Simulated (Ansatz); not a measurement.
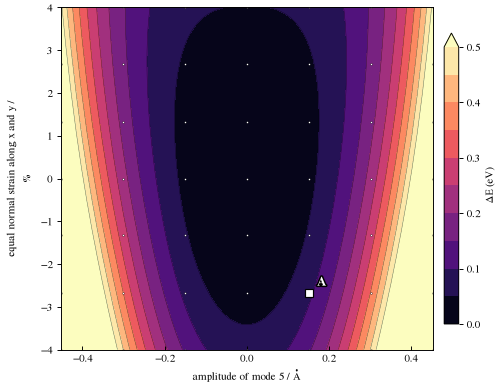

AgCl (Fm-3m, No. 225; 2 atoms in the cell). 
- The energy is mapped over a normal mode and a strain (zone-centre modes of the 2-atom cell of this scan) (x, y and z along the cube axes).
- First axis: amplitude of mode 5 (130 cm⁻¹), largest displacement in the unstrained cell. Second axis: equal normal strain along x and y.
- Nothing is relaxed (the pattern is fixed in fractional coordinates).
- The grid has 7 × 7 points; 28 points were computed and 21 follow by symmetry.
- Points are written as (first, second).
- All energies are given in eV per cell relative to the lowest grid point.
- All numbers below come from DFT LDA, scalar-relativistic, plane waves, PAW in Ansatz 0.2.0. Settings: cutoff 420 eV, k-mesh 10×10×10, gaussian smearing 0.05 eV, no spin polarisation.

Drawn: filled contours, dots at the grid points, one colour for all values above the top of the scale, the point A. Between grid points the surface is interpolated.

> Which way does the force act at A, and how strong is it?

A, at (0.151 Å, −2.67 %), is not a stationary point. The computed force is 0.89 eV for each Å towards smaller values of the first coordinate and 0.033 eV for each 1 % towards larger values of the second coordinate.
